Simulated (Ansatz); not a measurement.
# Fermi surface of Hf in space group P6/mmm

```xyz
3
Lattice="4.9623 0.0000 0.0000 -2.4812 4.2975 0.0000 0.0000 0.0000 3.0862" Properties=species:S:1:pos:R:3 pbc="T T T"
Hf    2.4812    1.4325    1.5431
Hf    0.0000    2.8650    1.5431
Hf    0.0000    0.0000    0.0000
```

Computed with DFT PBE, scalar-relativistic, plane waves, PAW; levels and slopes on a dense k mesh at the converged density in Ansatz. No spin polarisation. Mesh 24×24×34, interpolated with the band slopes. Unrelaxed database geometry. The cell comes from a database of computed structures, not from a measurement.

## 1. The sheets

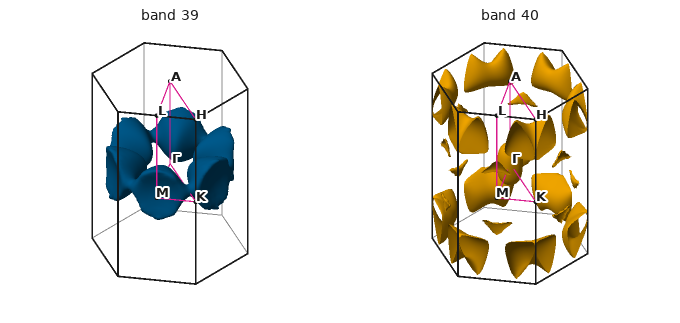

Computed Fermi surface of this crystal. Each panel holds one band. The brighter face of a sheet looks towards empty states.

Q: Summarise the topology of this Fermi surface.

A: Two bands cross the Fermi level; this is a three-dimensional metal. One further band (38) only grazes it, and is left out of the picture of the sheets. Band 41 ends within 12 meV of the level without crossing it.

Band 39: one hole pocket in a ring or shell around Γ (9.0 % of the zone).
Band 40: four electron pockets in a ring or shell around points on the H–K line (each 2.1 % of the zone), one electron pocket centred at Γ (0.58 % of the zone) and specks under 0.04 % of the zone, which the mesh doesn't resolve and which may come from the interpolation.
The shape of the surface of band 40 changes its kind within 0.03 eV of this level, so small parts may appear, vanish, join or separate.

Q: How large are the density of states and the plasma frequency?

A: The density of states at the Fermi level is 2.3 states/eV per primitive cell. The intraband plasma frequencies along the cartesian axes x, y and z of the cell as given are 3.8, 3.8 and 3.5 eV.

## 2. Quantum oscillations

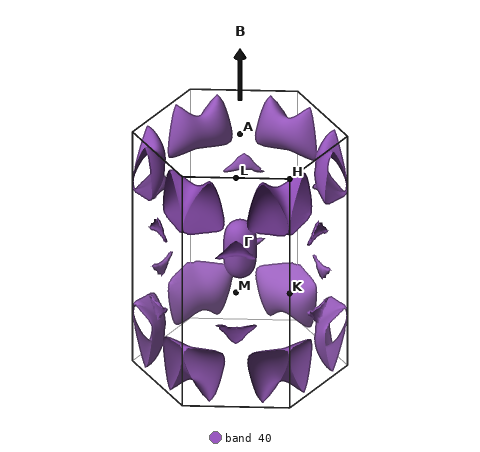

A band of this crystal with a closed pocket at the Fermi level (other bands may have more); the arrow B points along [001]. One band is drawn. The brighter face of a sheet looks towards empty states. Conventional cell: a = 4.96 Å, b = 4.96 Å, c = 3.09 Å, α = 90.00°, β = 90.00°, γ = 120.00°.

Q: Estimate the largest cross-section normal to [001], and the quantum-oscillation frequency for a field along [001], of the pocket of band 40 at Γ.

A: The electron pocket of band 40 at Γ: about 0.059 Å⁻², so F = ħA/2πe ≈ 0.61 kT; it holds 0.012 electrons per cell.

## 3. Speeds

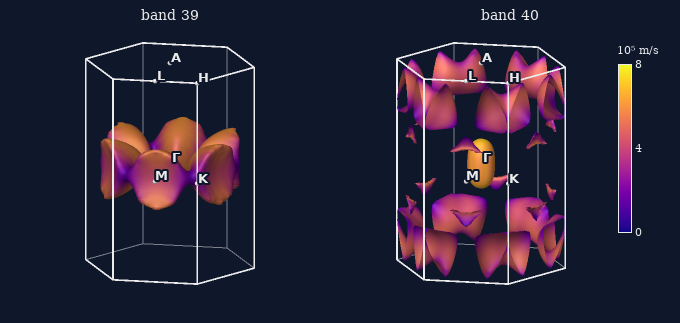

Fermi surface of this crystal, coloured by the Fermi speed.

Q: How fast are the electrons on each sheet?

A: Band 39: 1.9 to 6.2 × 10⁵ m/s over most of the sheet, 4.1 × 10⁵ m/s on average over states. Band 40: 1.8 to 6.4 × 10⁵ m/s over most of the sheet, 3.7 × 10⁵ m/s on average over states.

## 4. Cuts and bands

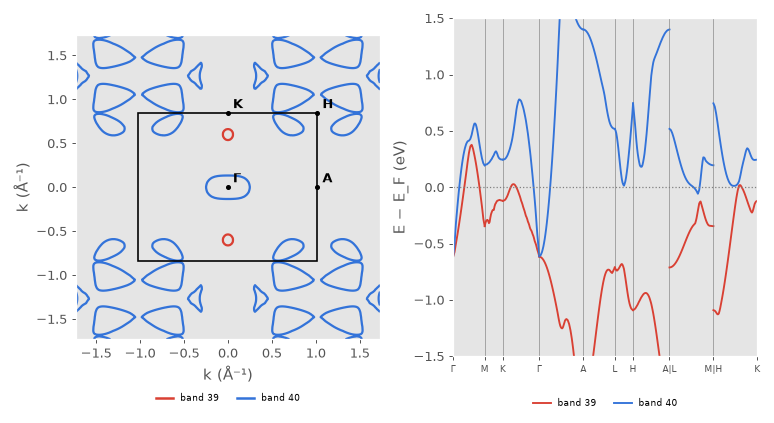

This crystal: cut through the Fermi surface in the plane through Γ, A and K, and the bands that cross the Fermi level.

Q: For each band, read its level at the labelled points (eV from the Fermi level).

A:
```csv
band,Γ,A,K,H,M,L
band 39,−0.62,below,−0.12,−1.09,−0.34,−0.71
band 40,−0.61,+1.40,+0.24,+0.74,+0.20,+0.52
```

Negative values are filled states; "above" and "below" lie outside the plotted window.

Spin-orbit coupling is left out; with Hf it can split, shift or remove sheets. A band edge lies within 0.03 eV of the Fermi level, so pockets and density of states there aren't settled. Necks and pockets thinner than about two mesh steps aren't resolved, so separate pockets may in truth be joined.

Cost: 2.2 min on 1 thread of Arm Neoverse V2, on a shared host, peak memory 1.5 GiB.
